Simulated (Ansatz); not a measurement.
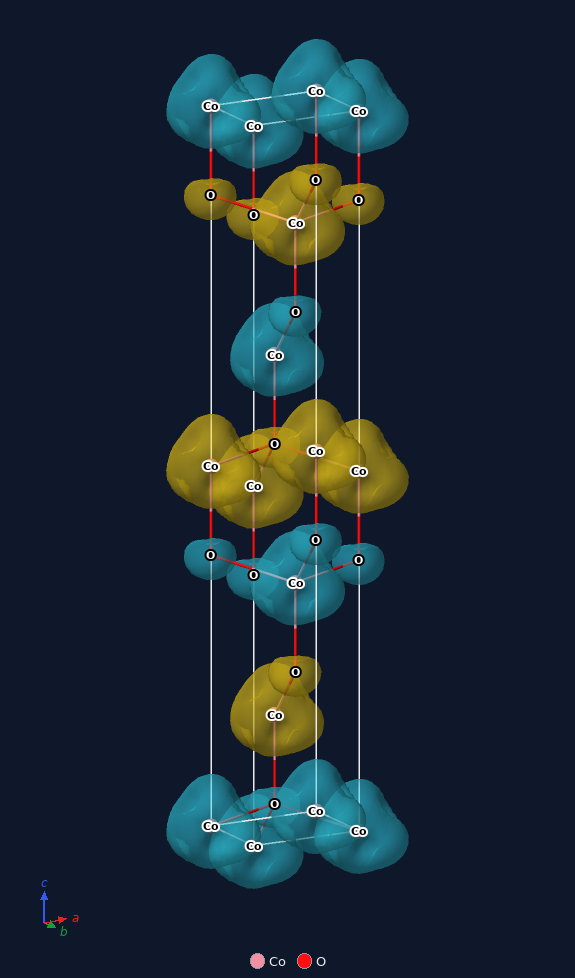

CoO. Isosurfaces of the magnetisation density (up minus down) at +0.08 (yellow) and −0.08 e/Å³ (cyan), seen at an oblique angle. Sticks mark near contacts.

Space group R3m; a structure from a database of computed crystals, not necessarily the ambient phase; spin-polarised.

Level of theory: Ansatz 0.2.0, DFT PBE, scalar-relativistic, plane waves, PAW.

The density is the valence pseudo-density of a PAW calculation; it isn't the true density close to the nuclei.

Which atoms carry the moments, and with what signs?

Answer. The spin density sits on Co: +2.0 μB (×3) and −2.0 μB (×3) in one cell of 12 atoms, with smaller moments on other sites: O (±0.14 μB): antiferromagnetic in this solution, which needn't be the ground state, with some nearest magnetic neighbours parallel and some opposed. The cell of the calculation (4 atoms) carries 0.0 μB of net spin moment.
